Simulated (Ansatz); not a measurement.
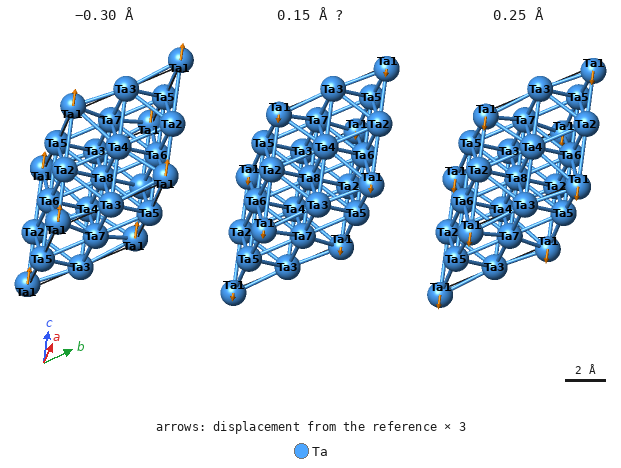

A scan of crystalline Ta (Fm-3m): Ta1 (one in each cell of 8 atoms) is moved towards the nearest copy of atom 2 (Ta) at 2.984 Å, all else fixed. Style: ball-and-stick. Shown: the cell of the calculation, from a free direction. Orange arrows: displacements from the reference.

Theory: DFT PBEsol, scalar-relativistic, plane waves, PAW in Ansatz. (plane-wave cutoff 420 eV; k-point mesh 10 × 10 × 10; occupations gaussian; smearing width 0.15 eV; no spin polarisation). Energies (free energies at the smearing named) are counted from the cell as listed in its source, which wasn't relaxed.

```tsv
displacement (Å)	E − E(ref) (meV/cell)
−0.30	332
−0.10	37
0.00	0
0.05	9
0.15	?
0.20	149
0.25	231
```

Q: One row is withheld. What is its energy?

A: A straight line between the two neighbours gives 102 meV/cell. A cubic through the four nearest rows (0.00, 0.05, 0.20, 0.25) gives, with Lagrange weights, (−0.2000)(0) + (0.5000)(9) + (1.0000)(149) + (−0.3000)(231) = 84 meV/cell. The calculation gives 84 meV/cell, so the cubic is right to the digits shown and the straight line 18 meV/cell too high, as the curve bends upwards here.

The whole profile:

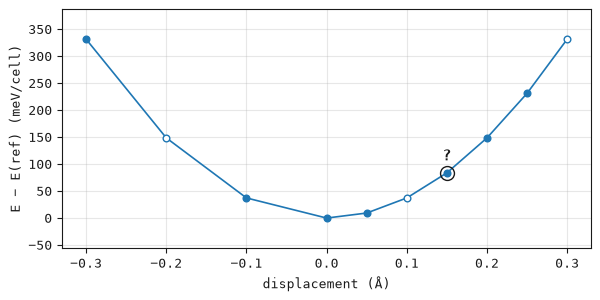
